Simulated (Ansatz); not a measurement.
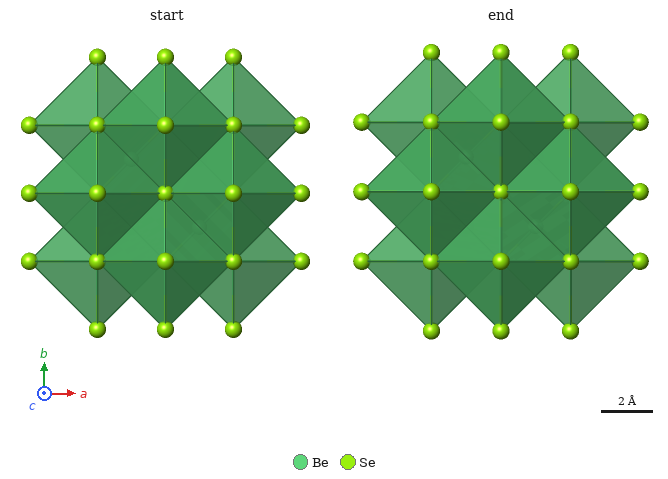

The structure of solid Be$_{2}$Se (a generated structure, set up in F-43m) (coarse preliminary run) before (left) and after (right) a relaxation, at one scale.

The picture is a polyhedral view of the conventional cell (4 times the calculation's cell), seen along the c axis. Lengths and directions refer to the drawn axes.

Method: Ansatz 0.2.0, DFT PBE, scalar-relativistic, plane waves, PAW. Settings: plane-wave cutoff 420 eV; k-point mesh 6 × 6 × 6; occupations gaussian; smearing width 0.1 eV; no spin polarisation; cell and atoms relaxed; force threshold 0.04 eV/Å; at most 70 steps.

Q: Describe what moved and what it gained.

A: Over 2 accepted moves (3 points after the start) the energy falls by 12.7 meV per atom. All forces vanish by symmetry, so only the cell relaxes. The pressure goes from 4.54 to 0.15 GPa. The SCF was repeated once at an unchanged geometry on a basis and grid sized afresh for the cell, which shifted the energy by 0.1 meV per atom at most. No atom moves by more than 0.005 Å relative to the cell. Cell: a = b = c 5.409 → 5.533 Å (+2.3 %). Volume +7.0 %. Some distances before and after: Be–Se 2.704 → 2.766 Å, Be–Se 2.342 → 2.396 Å. The space group stays F-43m (No. 216).
